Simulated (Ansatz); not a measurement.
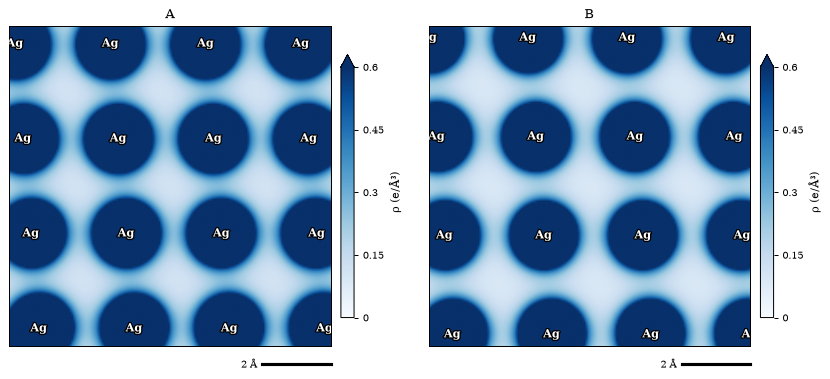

Ag. The valence electron density of two cells that differ in size, on the (011) plane of each (indices in the axes of the calculation cell), at one length scale and on one colour scale: B has 17.7 Å³ an atom and A 15.7.

Level of theory: Ansatz, DFT PBE, scalar-relativistic, plane waves, PAW.

Core electrons are frozen (PAW), and the valence fields are smoothed inside the atomic spheres.

The larger cell:

```cif
data_structure
_symmetry_space_group_name_H-M 'P 1'
_symmetry_Int_Tables_number 1
_cell_length_a 2.8917
_cell_length_b 2.8917
_cell_length_c 3.0050
_cell_angle_alpha 58.696
_cell_angle_beta 58.696
_cell_angle_gamma 62.609
_cell_volume 17.71
loop_
_atom_site_label
_atom_site_type_symbol
_atom_site_fract_x
_atom_site_fract_y
_atom_site_fract_z
_atom_site_occupancy
Ag1 Ag 0.00000 0.00000 0.00000 1
```

The smaller cell: a = 2.776 Å, b = 2.776 Å, c = 2.889 Å, α = 58.64°, β = 58.64°, γ = 62.72°.

Q: What does the compression do to the bonding and the properties?

A: From the larger cell to the smaller, Ag–Ag goes from 2.89 to 2.78 Å, and the density at its midpoint from 0.21 to 0.26 e/Å³; the pressure goes from 0.8 to 17 GPa.
